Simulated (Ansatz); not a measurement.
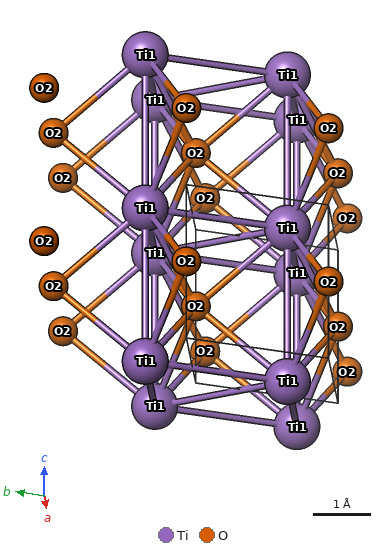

This is solid TiO (set up in P-6m2). A ball-and-stick model of the cell of the calculation, repeated 2 × 2 × 2 with one cell outlined, seen from a free direction.

Computed with Ansatz, DFT r2SCAN, scalar-relativistic, plane waves, PAW. (plane-wave cutoff 500 eV; k-point mesh 18 × 18 × 14; occupations gaussian; smearing width 0.1 eV; no spin polarisation)

Change: The volume is changed by +6.0 %. The cell's shape and the atoms are relaxed at that volume.

> What does the calculation give for the changed structure?

Energy change: +24.7 meV per atom. Pressure: 0.0 GPa before, −13.0 GPa after. The volume changes by +6.0 %, with a = b 2.804 → 2.862 Å (+2.1 %), c 2.819 → 2.866 Å (+1.7 %). No atom moves by more than 0.005 Å relative to the cell. Among the bonded contacts that change: Ti–Ti 2.804 → 2.862 Å, Ti–Ti 2.819 → 2.866 Å, O–Ti 2.146 → 2.187 Å. The space group stays P-6m2 (No. 187).

The changed structure in the same view:

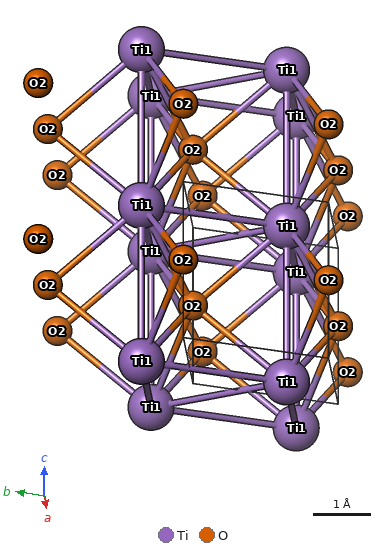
